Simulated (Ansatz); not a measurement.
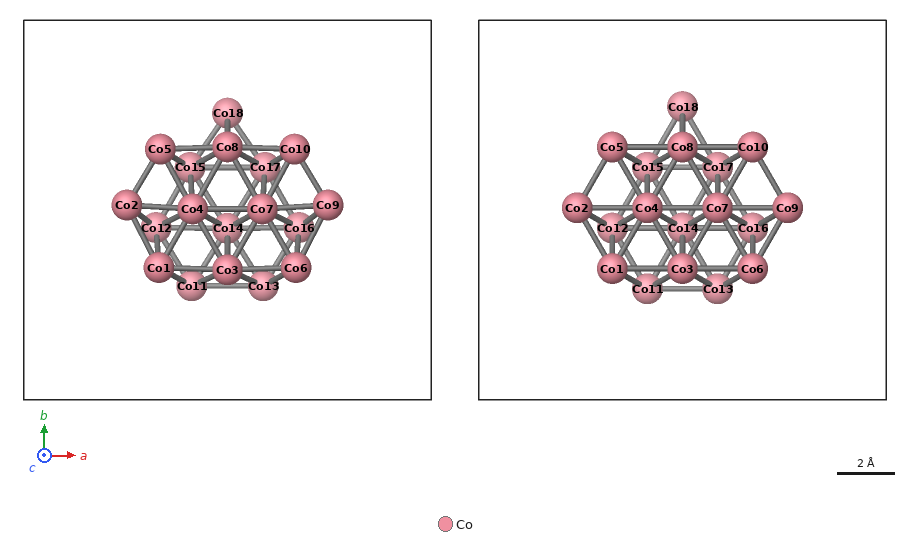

Two geometries of a wire of composition Co, drawn at one scale. One is the start of a relaxation, the other its converged end. The picture is a ball-and-stick view of the cell of the calculation, with the vacuum cut short (origin shifted), seen along the c axis.

These are results of Ansatz, DFT PBE, scalar-relativistic, plane waves, PAW, not measurements. (plane-wave cutoff 420 eV; k-point mesh 1 × 1 × 13; occupations gaussian; smearing width 0.05 eV; collinear spin; cell relaxed at fixed a, b, alpha, beta, gamma; force threshold 0.02 eV/Å; at most 45 steps)

### Which one is relaxed?

The left one is the relaxed one. Case: wire along [0 0 1], 18 atoms a period. The largest move relative to the layer's centre is that of Co18, 0.23 Å. Along the periodic axis the drawn cell goes c 4.034 → 3.910 Å (−3.1 %). Among the contacts that change: Co8–Co18 2.478 → 2.294 Å, Co2–Co5 2.492 → 2.315 Å, Co15–Co17 2.492 → 2.659 Å, Co10–Co17 2.478 → 2.315 Å. Bond angles that change, for instance: Co15–Co18–Co17 60.0° → 69.1°, Co8–Co18–Co8 109.0° → 116.9°, Co17–Co10–Co17 109.0° → 115.2°. Over 5 accepted moves (6 points after the start) the energy falls by 1.179 eV per cell of the calculation. Largest force component: 1.5 eV/Å at the start, 0.012 eV/Å at the end. The SCF was repeated once at an unchanged geometry on a basis and grid sized afresh for the cell, which shifted the energy by 6.1 meV per cell of the calculation at most. Cost: 21 min on 4 threads of Arm Neoverse V2, on a shared host, peak memory 4.9 GiB.
